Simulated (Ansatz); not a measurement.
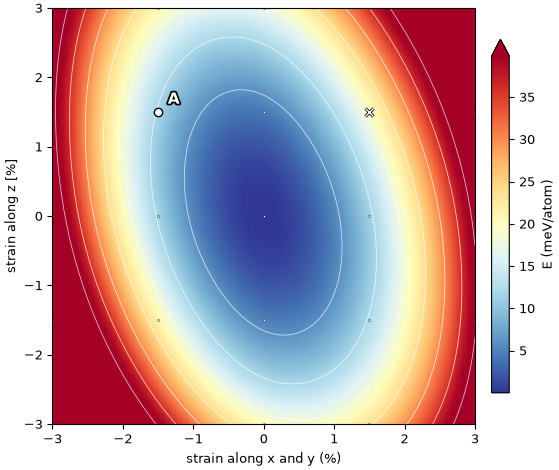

HfN (P6_3/mmc, No. 194; 4 atoms in the cell). The cell is strained homogeneously, by one strain along x and y and another along z, with fractional coordinates fixed (x along [1 0 0], z along [0 0 1] of the conventional cell). Coordinates scanned: (1) strain along x and y; (2) strain along z. The grid has 5 × 5 points. At 1 point there is no value. Points are written as (first, second). All energies are given in meV/atom relative to the lowest grid point. Level of theory: Ansatz, DFT r2SCAN, scalar-relativistic, plane waves, PAW. Settings: cutoff 500 eV, k-mesh 18×18×10 in the order of the run's cell vectors, gaussian smearing 0.15 eV, no spin polarisation.

The picture shows a smooth colour map with a few white contour lines, crosses at grid points without a value, dots at the grid points, one colour for all values above the top of the scale, the point A. Between grid points the surface is interpolated.

**Is A at rest? If not, where is it pushed?**

A, at (−1.5 %, 1.5 %), is not a stationary point. The computed force is 13 meV/atom for each 1 % towards larger values of strain along x and y and 3.1 meV/atom for each 1 % towards smaller values of strain along z.
